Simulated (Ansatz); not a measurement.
Input of the run:

```
crystal:
  lattice:
    - [5.2931304654, 0.0, 0.0]
    - [0.0, 5.6802178777, 0.0]
    - [0.0, 0.0, 28.9324747021]
  atoms:
    - { symbol: Au, position: [0.377573663, 0.6818400664, 0.5675987035] }
    - { symbol: Au, position: [0.8728737509, 0.9097244108, 0.5746777396] }
    - { symbol: Au, position: [0.3705035089, 0.1880751835, 0.5737259727] }
    - { symbol: Au, position: [0.8746544333, 0.4150998536, 0.5676376081] }
    - { symbol: Au, position: [0.0703605111, 0.6639347116, 0.6529185397] }
    - { symbol: Au, position: [0.5476297858, 0.9326090549, 0.6552034045] }
    - { symbol: Au, position: [0.0469920373, 0.1676279273, 0.655250807] }
    - { symbol: Au, position: [0.5672214375, 0.4361011654, 0.6528761943] }
    - { symbol: Au, position: [0.7395603284, 0.6776110045, 0.7369855856] }
    - { symbol: Au, position: [0.2339338446, 0.9217153023, 0.7382036093] }
    - { symbol: Au, position: [0.7330945559, 0.177099257, 0.7379294722] }
    - { symbol: Au, position: [0.2380215215, 0.4207877361, 0.7370194946] }
basis:
  ecutwfc: 420
kpoints:
  mp_grid: { grid: [7, 6, 1] }
hamiltonian:
  xc: pbe
scf:
  occupations: { method: gaussian, width: 0.1 }
output:
  forces: true
  stress: true
  eigenvalues: true
  write_density: true
  write_potential: true
  elf: true
  volumetric_format: npy
efield:
  axis: 3
  dipole_correction: true
  ramp_width: 0.04
```

Launched with:
```bash
ansatz run input.yaml --threads 8 --pin off --max-ram 20480MiB --backend cpu --events-out ev --progress --plain --runs-dir out
```

What does the potential across the slab give for the work function?

The work function is 5.26 eV, the same on both faces. The two vacuum levels agree, so the slab has no net dipole along its normal. The outermost atoms are 4.9 Å apart, which leaves 24.0 Å of vacuum in a cell 28.9 Å high.

The atoms aren't at rest in this cell (largest force 0.3 eV/Å), so the relaxed material can differ. Spin-orbit coupling is left out, which matters for Au.

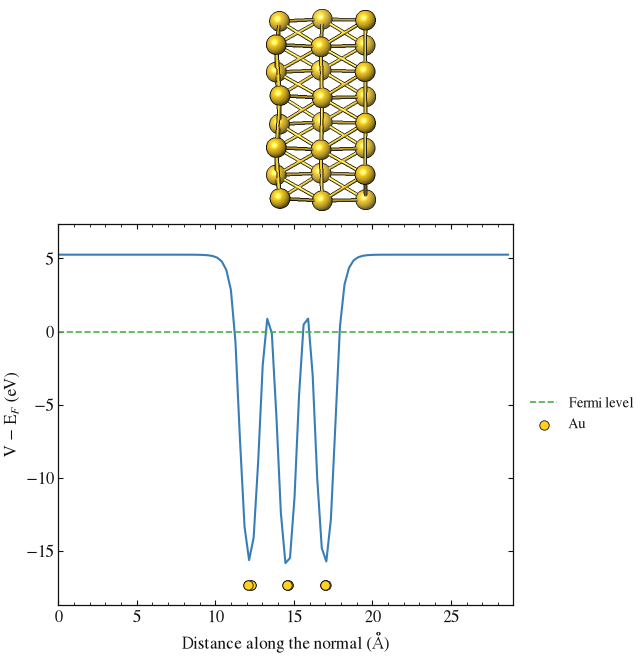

Plane-averaged electrostatic potential energy of an electron across the slab; circles at the bottom mark the heights of the atoms. The structure is drawn too.
